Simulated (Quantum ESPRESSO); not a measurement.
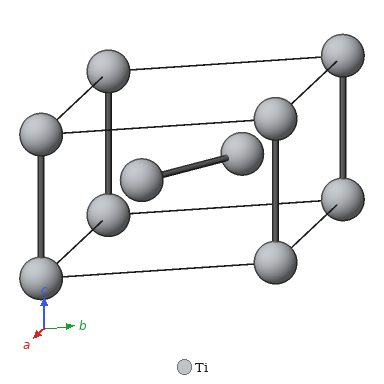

System: Ti, space group P6/mmm (No. 191). The picture shows the conventional cell.

Input file:
```
&CONTROL
  calculation = 'scf'
  prefix = 'pwscf'
  outdir = './tmp'
  pseudo_dir = './pseudo'
  tprnfor = .true.
  tstress = .true.
  disk_io = 'nowf'
/
&SYSTEM
  ibrav = 0
  nat = 3
  ntyp = 1
  ecutwfc = 55
  ecutrho = 440
  nbnd = 26
  occupations = 'smearing'
  smearing = 'fd'
  degauss = 0.00367493
/
&ELECTRONS
  conv_thr = 6d-10
  electron_maxstep = 120
  mixing_beta = 0.5
/
ATOMIC_SPECIES
Ti    47.8670 ti_pbe_v1.4.uspp.F.UPF
CELL_PARAMETERS angstrom
   4.5673748306    0.0000000000    0.0000000000
  -2.2836874153    3.9554626319    0.0000000000
   0.0000000000    0.0000000000    2.8262442700
ATOMIC_POSITIONS crystal
Ti     0.6666666667    0.3333333333    0.5000000000
Ti     0.3333333333    0.6666666667    0.5000000000
Ti     0.0000000000    0.0000000000    0.0000000000
K_POINTS automatic
7 7 9 0 0 0
```

Run as:
```bash
OMP_NUM_THREADS=1 pw.x -in pw.in > pw.out
```

Method: plane-wave DFT, no spin polarisation; energies at scaled volumes of the given cell, shape and fractions fixed, counted from the fit's minimum, third-order Birch-Murnaghan fit (Quantum ESPRESSO 7.5). Level: PBE.

```csv
setting,value
k mesh,7×7×9
occupations,Fermi–Dirac
smearing width,0.05 eV
potentials,SSSP 1.3 efficiency PBE
wave cutoff,748.3 eV
density cutoff,5987 eV
```

What does the calculation give for the energy and pressure against volume? The volume takes the values 16.00, 16.34, 16.68, 17.02, 17.36, 17.70, 18.04 Å³/atom.

A third-order Birch–Murnaghan fit gives V0 = 17.14 Å³/atom, B0 = 112 GPa and B′ = 3.6. The energy is 29.59 meV/atom at volume 16.00 Å³/atom and 15.38 meV/atom at 18.04 Å³/atom; the lowest computed point is at volume 17.02 Å³/atom (0.29 meV/atom), and no other minimum shows. The pressure falls from 8.76 GPa at volume 16.00 Å³/atom to −5.26 GPa at 18.04 Å³/atom, and changes sign near 17.14 Å³/atom.

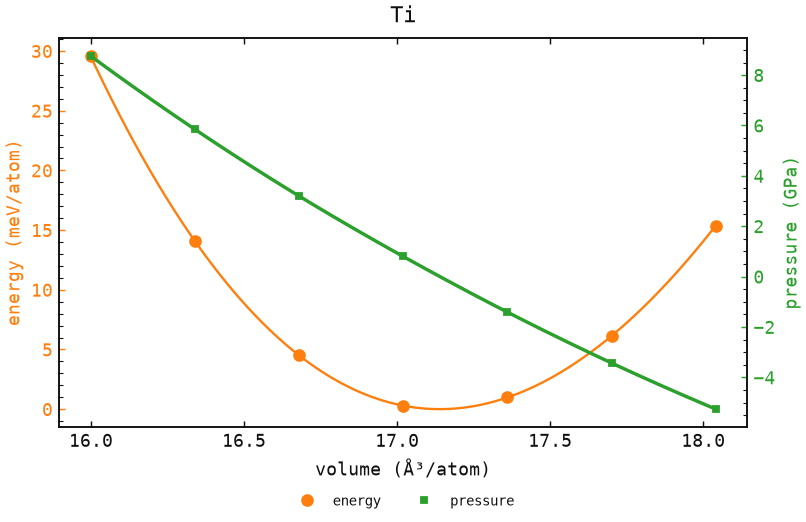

Caveats: shape and atomic fractions are frozen while scaling, which makes layered, chain and framework solids too stiff.
